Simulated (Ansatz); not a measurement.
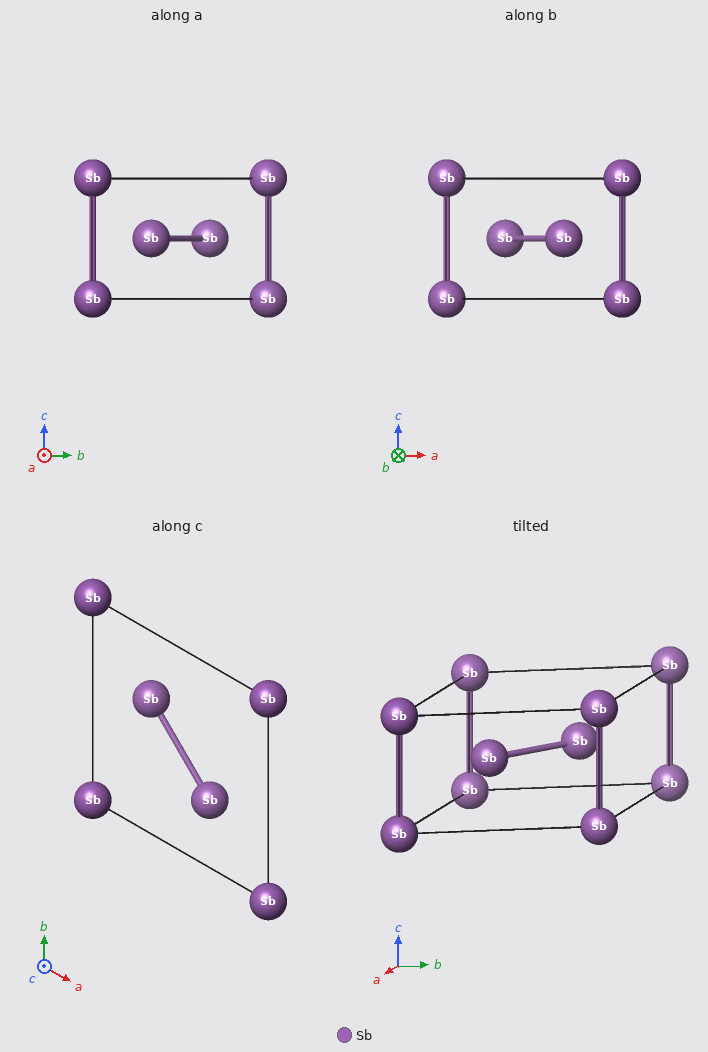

The figure gives a ball-and-stick picture of the atoms, viewed along the a axis, along the b axis, along the c axis and slightly off an axis. The outline marks the conventional unit cell.

Lattice parameters: a = 5.3253 Å, b = 5.3253 Å, c = 3.1756 Å, α = 90.000°, β = 90.000°, γ = 120.000°.

> Convert the drawing into a CIF in P1 with every atom of the cell.

```cif
data_structure
_symmetry_space_group_name_H-M 'P 1'
_symmetry_Int_Tables_number 1
_cell_length_a 5.3253
_cell_length_b 5.3253
_cell_length_c 3.1756
_cell_angle_alpha 90.000
_cell_angle_beta 90.000
_cell_angle_gamma 120.000
_cell_volume 77.99
loop_
_atom_site_label
_atom_site_type_symbol
_atom_site_fract_x
_atom_site_fract_y
_atom_site_fract_z
_atom_site_occupancy
Sb1 Sb 0.0000 0.0000 0.0000 1
Sb2 Sb 0.3333 0.6667 0.5000 1
Sb3 Sb 0.6667 0.3333 0.5000 1
```

The model was built from a structure type filled with this element by a generator (whether the element takes this form wasn't checked). Earlier steps of the study may have refined or changed the cell and positions. It went into a calculation with Ansatz.

At this level of theory the cell isn't at rest (compressed, at 5 GPa), so its distances can differ from those at equilibrium, the more so the softer the solid.
